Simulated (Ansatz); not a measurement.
System: SnO₂, space group P4_2/mnm (No. 136), 6 atoms in the cell.

Space group P4_2/mnm (No. 136). a = 4.827 Å, b = 4.827 Å, c = 3.238 Å, α = 90.00°, β = 90.00°, γ = 90.00°
```csv
atom,site,symmetry,x,y,z
Sn,2a,m.mm,0.0000,0.0000,0.0000
O,4f,m.2m,0.3065,0.3065,0.0000
```

Method: DFT PBE, scalar-relativistic, plane waves, PAW, no spin polarisation, 6×6×8 k mesh, 420 eV cutoff, Gaussian smearing of 0.02 eV (Ansatz 0.2.0).

What does the calculation give for the electronic structure? The path is Γ–X–M–Γ–Z–R–A–Z|X–R|M–A.

The material is gapped. The gap along this path is 0.68 eV and direct: both edges lie at Γ. The top valence level at Γ is a single band, not degenerate (spin aside). The top valence band spans 1.2 eV and the lowest conduction band 5.2 eV. The direct gaps are 6.60 eV at R, 6.78 eV at Z and 5.14 eV at M.

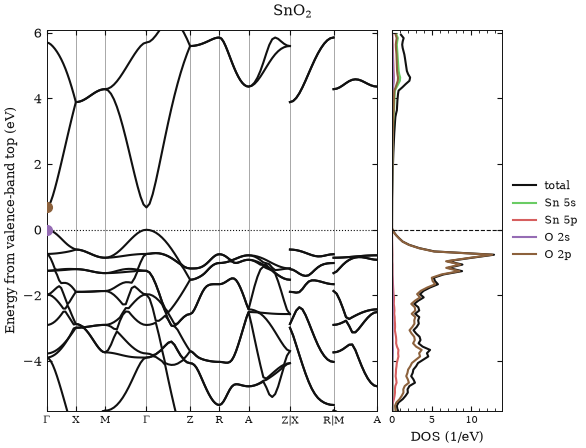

Band structure and density of states. Energies are counted from the top of the valence band. The partial curves are projected on Löwdin-orthogonalised atomic shells.
